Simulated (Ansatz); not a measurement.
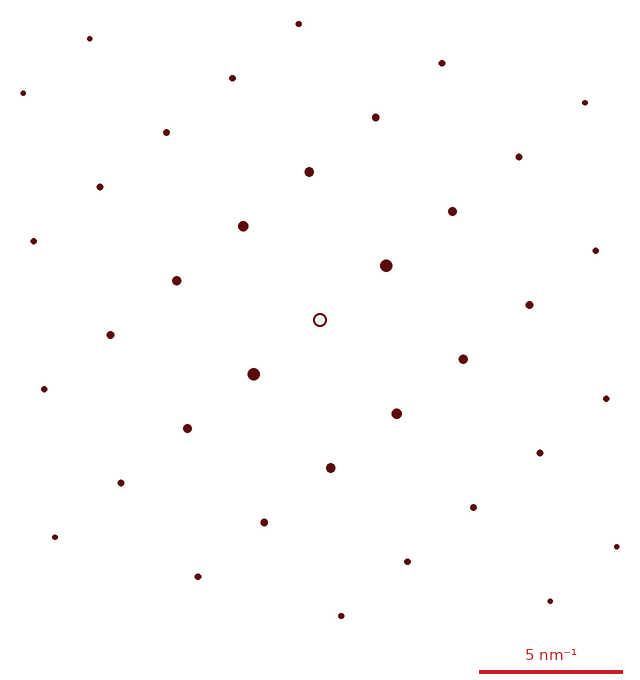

The pattern is a kinematic simulation for 200 kV electrons (no multiple scattering; isotropic B = 0.5 Å²).

It belongs to Y, space group Pm-3m (No. 221), a = 3.324 Å. Structure: coordinates from a relaxation with DFT, RPBE, plane waves (420 eV) with PAW, scalar-relativistic in Ansatz; the starting structure was generated, so it need not be a known form of this composition.

Question: Which low-index zone axis gives this pattern?

Answer: The spots form a rectangular net whose two shortest vectors correspond to d = 3.32 Å and 2.35 Å, 90.0° apart. They index as 0 0 1 and 1 -1 0, so the zone axis is [110] (or an equivalent direction of <110>).

Question: List the strongest reflections.

Answer: Strongest reflections with d > 0.96 Å, one of each family (|F|² from tabulated Gaussian fits of the electron scattering factors, times a small damping for the curvature of the Ewald sphere):

| hkl | d (Å) | I (strongest = 100) |
| --- | --- | --- |
| 0 0 1 | 3.324 | 100 |
| 1 -1 0 | 2.351 | 52 |
| 1 -1 1 | 1.919 | 34 |
| 0 0 2 | 1.662 | 25 |
| 1 -1 2 | 1.357 | 15 |
| 2 -2 0 | 1.175 | 10 |
